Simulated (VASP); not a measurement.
CdS (space group P6_3mc, No. 186): the end point of a relaxation with VASP Kohn-Sham DFT of a periodic cell, BEEF-vdW, VASP PAW PBE potentials, recommended (VASP).

```cif
data_structure
_symmetry_space_group_name_H-M 'P 1'
_symmetry_Int_Tables_number 1
_cell_length_a 4.2293
_cell_length_b 4.2293
_cell_length_c 6.8983
_cell_angle_alpha 90.000
_cell_angle_beta 90.000
_cell_angle_gamma 120.000
_cell_volume 106.86
loop_
_atom_site_label
_atom_site_type_symbol
_atom_site_fract_x
_atom_site_fract_y
_atom_site_fract_z
_atom_site_occupancy
Cd1 Cd 0.66667 0.33333 0.49958 1
Cd2 Cd 0.33333 0.66667 0.99958 1
S1 S 0.66667 0.33333 0.87542 1
S2 S 0.33333 0.66667 0.37542 1
```

Describe the stacking along c, with columns A (0, 0), B (1/3, 2/3), C (2/3, 1/3) of the hexagonal mesh.

Cd(B) – S(B) – Cd(C) – S(C) (four layers in 6.90 Å).

S layers alone: BC, the hexagonal close-packed type.

Cd: two tetrahedral sites (per hexagonal cell).

Polytype symbol 2H, the symbol of a tetrahedral polytype (number of double layers in the repeat and lattice).

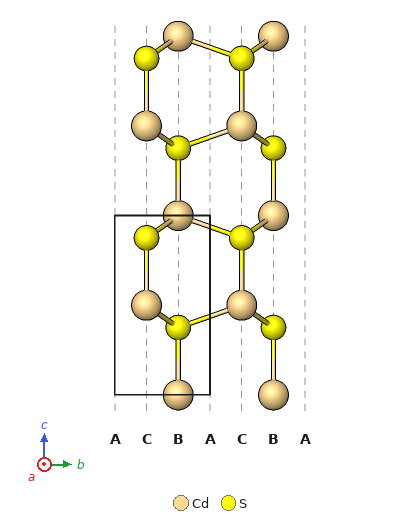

The picture looks along a close-packed row of the hexagonal mesh; c points upwards. The dashed lines mark the three columns A (0, 0), B (1/3, 2/3) and C (2/3, 1/3). The sequence starts with the first layer at or above the cell's origin.
